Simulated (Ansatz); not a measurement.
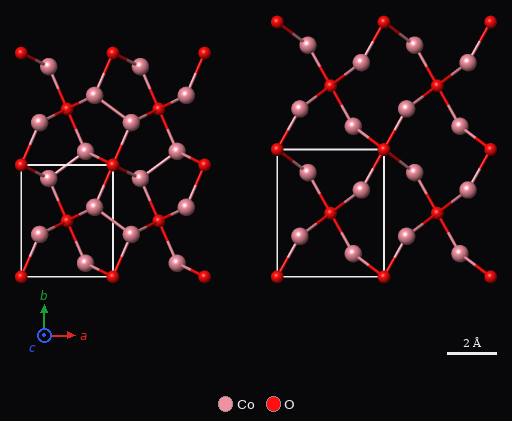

Two geometries of a crystal of Co2O (built on the marcasite_58 type) (coarse preliminary run), drawn at one scale. One is the start of a relaxation, the other its converged end. A ball-and-stick model of the cell of the calculation, repeated 2 × 2 × 1 with one cell outlined, seen along the c axis.

Method: DFT PBE, scalar-relativistic, plane waves, PAW in Ansatz. (plane-wave cutoff 420 eV; k-point mesh 4 × 4 × 6; occupations gaussian; smearing width 0.1 eV; collinear spin; cell and atoms relaxed; force threshold 0.04 eV/Å; at most 70 steps)

Which geometry has the lower energy?

Answer. The right one is the relaxed one. Case: marcasite type (Pnnm, No. 58). Over 12 accepted moves (15 points after the start) the energy falls by 4.650 eV per cell of the calculation. The largest force component goes from 4.2 to 0.0082 eV/Å. Pressure: 77.84 GPa at the start and −0.01 GPa at the end. At 3 points the geometry stayed and the basis and grid were re-selected for the new cell (energy shift of 0.279 eV per cell of the calculation at most each time). The largest moves relative to the cell, 0.32 Å, are those of Co atoms. O stays in place. Cell: a 3.785 → 4.405 Å (+16.4 %), b 4.619 → 5.259 Å (+13.8 %), c 2.884 → 2.662 Å (−7.7 %). Volume +22.3 %. Near-neighbour distances that change, for instance: Co–Co 1.886 → 2.674 Å, Co–O 1.918 → 2.072 Å, Co–O 1.907 → 1.917 Å. Bonds break: Co–Co (1.89 → 2.67 Å). Among the angles between lasting bonds that change: O–Co–O 97.5° → 79.9°, Co–O–Co 97.5° → 79.9°, Co–O–Co 82.5° → 100.1°. The space group stays Pnnm (No. 58).

Limits of the set-up: the k-point mesh is coarse for a cell with partly filled bands.
